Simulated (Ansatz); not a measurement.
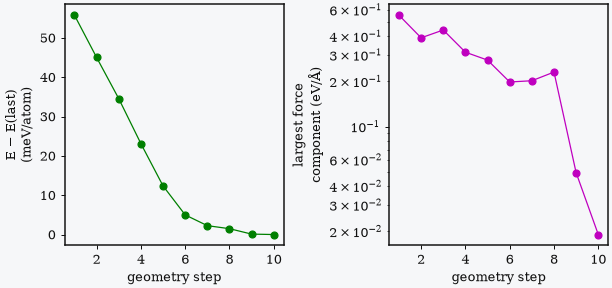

History of a geometry optimisation. Only the atoms move.

- system: As6H (slab, 7 atoms in the cell)
- method: DFT PBE+D3(BJ), scalar-relativistic, plane waves, PAW in Ansatz 0.2.0; cutoff 420 eV, 9×9×1 k-mesh, Gaussian smearing of 0.1 eV

**How did the optimisation end?**

The optimisation met its thresholds at geometry 10, counting the start as the first. The energy fell by about 56 meV/atom from the first step to the last. The largest force component goes from about 0.55 eV/Å at the start to 0.019 eV/Å at the end.
